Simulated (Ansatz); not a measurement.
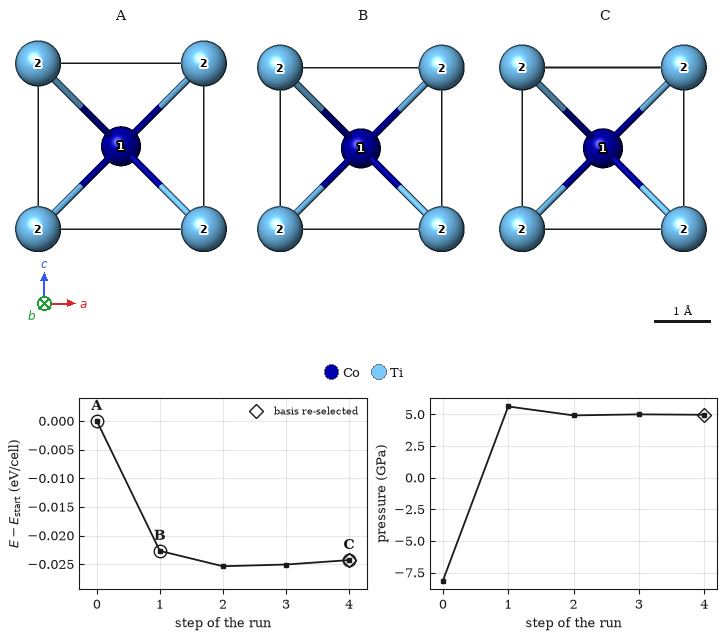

Frames of a relaxation of solid TiCo (set up in Pm-3m), marked on the history of the run. A ball-and-stick model of the cell of the calculation, seen along the b axis.

The run lets cell and atoms move.

All numbers below come from Kohn-Sham DFT of a periodic cell, PBEsol, Ansatz PAW (Ansatz).

The input:
```yaml
crystal:
  lattice:
    - [2.98611099, 0.0, 0.0]
    - [0.0, 2.98611099, 0.0]
    - [0.0, 0.0, 2.98611099]
  atoms:
    - { symbol: Co, position: [0.5, 0.5, 0.5], spin: 2.0 }
    - { symbol: Ti, position: [0.0, 0.0, 0.0], spin: 1.0 }
hamiltonian:
  xc: pbesol
  pseudopotentials: { kind: paw }
magnetization:
  spin_polarized: true
kpoints:
  mp_grid: { grid: [9, 9, 9] }
scf:
  occupations: { method: fermi_dirac, width: 0.05 }
output:
  forces: true
  stress: true
  eigenvalues: true
  write_density: true
  write_potential: true
  elf: true
  volumetric_format: npy
relax:
  f_tol: 0.01
  max_steps: 40
  cell: { stress_tol: 0.05, p_target: 5.0 }
```

Command:
```bash
ansatz run input.yaml --threads 2 --pin off --max-ram 5632MiB --backend cpu --events-out ev --progress --plain --runs-dir out
```

What happens along the run?

After 3 accepted moves (4 points after the start) the energy has fallen by 24.3 meV per cell of the calculation. With the target pressure of 5 GPa, the enthalpy E + pV changes by −83.5 meV per cell of the calculation. All forces vanish by symmetry, so only the cell relaxes. Pressure: −8.14 GPa at the start and 4.97 GPa at the end. At 1 point the geometry stayed and the basis and grid were re-selected for the new cell (energy shift of 0.8 meV per cell of the calculation at most each time). No atom moves by more than 0.005 Å relative to the cell. The drawn cell changes as follows: a = b = c 2.986 → 2.913 Å (−2.4 %); the volume changes by −7.1 %. Some distances before and after: Ti2–Ti2 2.986 → 2.913 Å, Co1–Ti2 2.586 → 2.523 Å. The space group stays Pm-3m (No. 221). Cost: 7.5 s on 2 threads of Arm Neoverse V2, with other jobs on the host, peak memory 0.32 GiB. From step 0 to 1: volume −7.4 %, energy −22.7 meV per cell of the calculation. From step 1 to 4: volume +0.3 %, energy −1.6 meV per cell of the calculation.

| step | E − E(0), meV/atom | pressure, GPa | volume, Å³/atom | note |
| --- | --- | --- | --- | --- |
| 0 | 0.00 | -8.14 | 13.313 |  |
| 1 | -11.34 | 5.62 | 12.328 |  |
| 2 | -12.68 | 4.92 | 12.369 |  |
| 3 | -12.53 | 5.00 | 12.365 |  |
| 4 | -12.14 | 4.97 | 12.365 | same geometry, new basis |

Limits of the set-up: only the magnetic order of this start and cell was tried (total moment 0.6 μB per cell).
